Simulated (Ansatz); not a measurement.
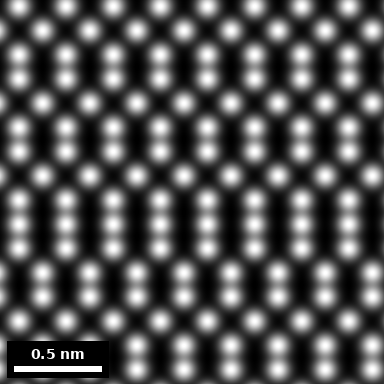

Dark-field STEM-like image of Ta (P6/mmm, No. 191) along [100]. The image is simulated as a sum over atoms of Z^1.8, blurred by a 0.98 Å probe (no channelling). The display is stretched by a gamma of 0.8; percentages refer to the linear signal.

One planar defect was built into the perfect crystal by geometry alone, without relaxation. Host structure: the geometry relaxed with Ansatz 0.2.0, DFT, PBEsol, plane waves (420 eV) with PAW, scalar-relativistic; the starting structure was generated, so it need not be a known form of this composition.

Find the planar defect and say what kind it is.

Answer. A planar fault (a stacking fault) runs horizontally about 14 Å below the top edge. The part above it is shifted along the boundary by 1/2 of the 2.70 Å repeat of the rows (1.3 Å to the right, the same as to the left); both parts keep the same orientation.
